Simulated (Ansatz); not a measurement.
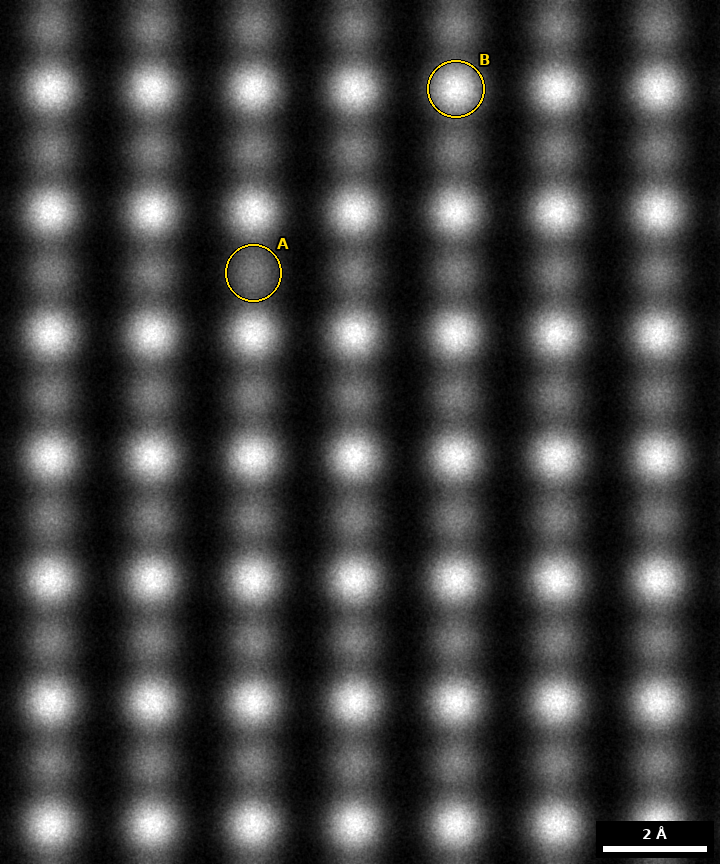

HAADF-like image of Ni (P6/mmm, No. 191) along [210]. The image is simulated as a sum over atoms of Z^1.7, blurred by a 0.84 Å probe (no channelling). The probe carries 25 % of its weight in a tail 2.5 times as wide. Shot noise was added. Structure used: the geometry given to an electronic-structure calculation, possibly off equilibrium; the starting structure was generated, so it need not be a known form of this composition.

```cif
data_structure
_symmetry_space_group_name_H-M 'P6/mmm'
_symmetry_Int_Tables_number 191
_cell_length_a 3.9339
_cell_length_b 3.9339
_cell_length_c 2.3849
_cell_angle_alpha 90.000
_cell_angle_beta 90.000
_cell_angle_gamma 120.000
_cell_volume 31.96
loop_
_atom_site_label
_atom_site_type_symbol
_atom_site_symmetry_multiplicity
_atom_site_Wyckoff_symbol
_atom_site_fract_x
_atom_site_fract_y
_atom_site_fract_z
_atom_site_occupancy
Ni1 Ni 1 a 0.00000 0.00000 0.00000 1
Ni2 Ni 2 d 0.33333 0.66667 0.50000 1
```

Name the elements in each circled column.

Answer. A: Ni (1 Ni per 6.81 Å along the beam; about 50 % of the brightest peak). B: Ni (2 Ni per 6.81 Å along the beam; the brightest kind). Brightness is counted from the darkest point of the image.
